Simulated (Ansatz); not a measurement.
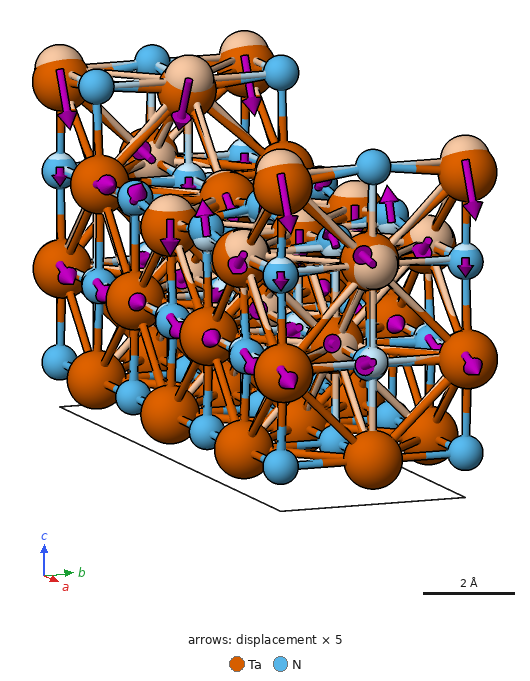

A constrained relaxation of a slab of composition TaN (cut from the Fm-3m phase). The starting structure is drawn faded, the final one solid; purple arrows show the displacements, 5 times their true length.

The picture is a ball-and-stick view of the cell of the calculation, outlined in the plane, without the vacuum, seen slightly off an axis.

Case: stripe over 1 of 3 cells, two steps. 12 atoms are held fixed.

Computed with DFT PBEsol, scalar-relativistic, plane waves, PAW (Ansatz 0.2.0).

Input file:
```yaml
crystal:
  lattice:
    - [13.1270682281, 0.0, 0.0]
    - [0.0, 4.3756894094, 0.0]
    - [0.0, 0.0, 18.5635341141]
  atoms:
    - { symbol: Ta, position: [0.1666666667, 0.0, 0.0808035793] }
    - { symbol: "N", position: [0.0, 0.0, 0.0808035793] }
    - { symbol: Ta, position: [0.1666666667, 0.5, 0.1986607012] }
    - { symbol: "N", position: [0.0, 0.5, 0.1986607012] }
    - { symbol: Ta, position: [0.0, 0.0, 0.1986607012] }
    - { symbol: "N", position: [0.1666666667, 0.0, 0.1986607012] }
    - { symbol: Ta, position: [0.0, 0.5, 0.0808035793] }
    - { symbol: "N", position: [0.1666666667, 0.5, 0.0808035793] }
    - { symbol: Ta, position: [0.5, 0.0, 0.0808035793] }
    - { symbol: "N", position: [0.3333333333, 0.0, 0.0808035793] }
    - { symbol: Ta, position: [0.5, 0.5, 0.1986607012] }
    - { symbol: "N", position: [0.3333333333, 0.5, 0.1986607012] }
    - { symbol: Ta, position: [0.3333333333, 0.0, 0.1986607012] }
    - { symbol: "N", position: [0.5, 0.0, 0.1986607012] }
    - { symbol: Ta, position: [0.3333333333, 0.5, 0.0808035793] }
    - { symbol: "N", position: [0.5, 0.5, 0.0808035793] }
    - { symbol: Ta, position: [0.8333333333, 0.0, 0.0808035793] }
    - { symbol: "N", position: [0.6666666667, 0.0, 0.0808035793] }
    - { symbol: Ta, position: [0.8333333333, 0.5, 0.1986607012] }
    - { symbol: "N", position: [0.6666666667, 0.5, 0.1986607012] }
    - { symbol: Ta, position: [0.6666666667, 0.0, 0.1986607012] }
    - { symbol: "N", position: [0.8333333333, 0.0, 0.1986607012] }
    - { symbol: Ta, position: [0.6666666667, 0.5, 0.0808035793] }
    - { symbol: "N", position: [0.8333333333, 0.5, 0.0808035793] }
    - { symbol: Ta, position: [0.1666666667, 0.0, 0.3165178232] }
    - { symbol: "N", position: [0.0, 0.0, 0.3165178232] }
    - { symbol: Ta, position: [0.0, 0.5, 0.3165178232] }
    - { symbol: "N", position: [0.1666666667, 0.5, 0.3165178232] }
    - { symbol: Ta, position: [0.5, 0.0, 0.3165178232] }
    - { symbol: "N", position: [0.3333333333, 0.0, 0.3165178232] }
    - { symbol: Ta, position: [0.3333333333, 0.5, 0.3165178232] }
    - { symbol: "N", position: [0.5, 0.5, 0.3165178232] }
    - { symbol: Ta, position: [0.8333333333, 0.0, 0.3165178232] }
    - { symbol: "N", position: [0.6666666667, 0.0, 0.3165178232] }
    - { symbol: Ta, position: [0.6666666667, 0.5, 0.3165178232] }
    - { symbol: "N", position: [0.8333333333, 0.5, 0.3165178232] }
    - { symbol: Ta, position: [0.1666666667, 0.5, 0.4343749452] }
    - { symbol: "N", position: [0.0, 0.5, 0.4343749452] }
    - { symbol: Ta, position: [0.0, 0.0, 0.4343749452] }
    - { symbol: "N", position: [0.1666666667, 0.0, 0.4343749452] }
basis:
  ecutwfc: 420
kpoints:
  mp_grid: { grid: [3, 8, 1] }
hamiltonian:
  xc: pbesol
scf:
  occupations: { method: gaussian, width: 0.1 }
output:
  forces: true
  eigenvalues: true
  populations: true
  write_density: true
  write_potential: true
  elf: true
  volumetric_format: npy
relax:
  adjacent_minimum: "off"
  f_tol: 0.02
  max_steps: 45
  constraints: [{ sites: [0, 1, 6, 7, 8, 9, 14, 15, 16, 17, 22, 23] }]
efield:
  axis: 3
  dipole_correction: true
  ramp_width: 0.04
```

Launched with:
```bash
ansatz run input.yaml --threads 4 --pin off --max-ram 11264MiB --backend cpu --events-out ev --progress --plain --runs-dir out
```

What happened in the run?

After 8 geometry steps the energy has fallen by 2.598 eV per cell of the calculation. Largest force component: 3 eV/Å at the start, 0.013 eV/Å at the end. The largest moves, 0.28 Å, are those of Ta37 and Ta39. Ta37 goes at 26° to the normal (−c side). By element the largest moves are Ta 0.28 Å, N 0.20 Å. The lattice vectors keep their values. Among the contacts that change: Ta25–Ta27 3.094 → 3.395 Å, Ta11–Ta31 3.094 → 2.845 Å, Ta3–Ta5 3.094 → 2.870 Å, Ta3–Ta13 3.094 → 3.300 Å. Bond angles that change, for instance: Ta3–N6–Ta3 180.0° → 162.2°, Ta13–N12–Ta13 180.0° → 163.6°, Ta39–N38–Ta39 180.0° → 165.4°.
